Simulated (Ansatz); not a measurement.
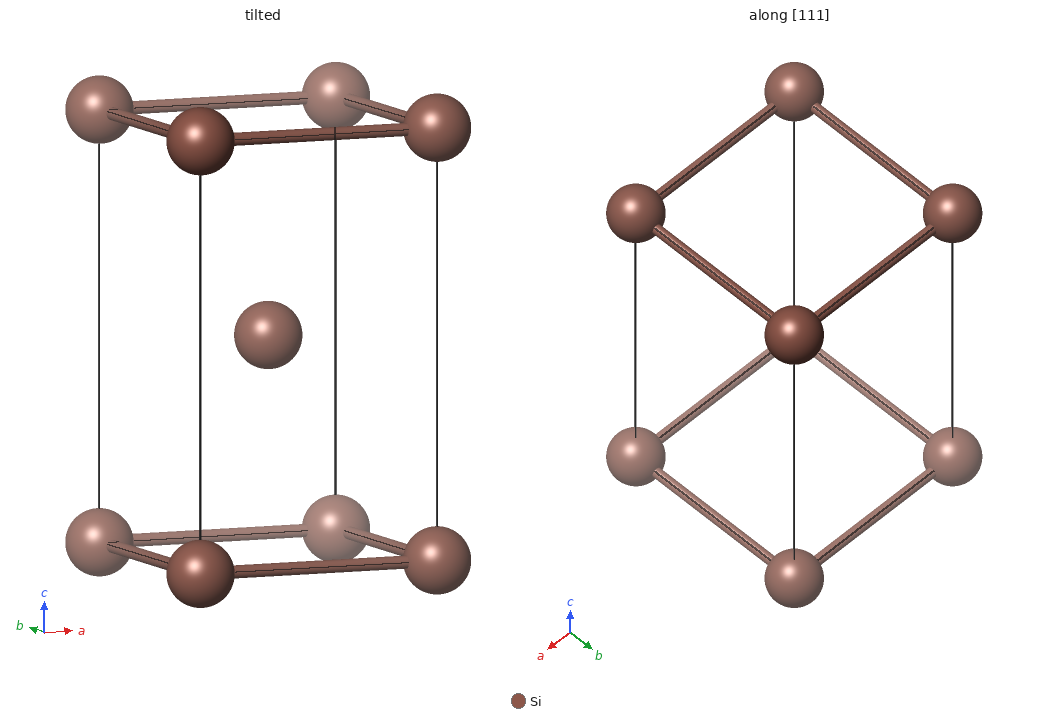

Structure drawing (ball-and-stick), viewed slightly off an axis and along [111]. Lines trace the edges of the conventional unit cell.

Explain the picture.

- The element is silicon.
- The lattice is body-centred tetragonal and the space group I4/mmm (No. 139).
- The cell holds two atoms.
- With all contacts inside bonding distance counted, the coordination numbers are Si 4.

Origin of the cell: a structure listed in the Materials Project. The cell was then strained or its atoms displaced on purpose. It went into a calculation with Ansatz.
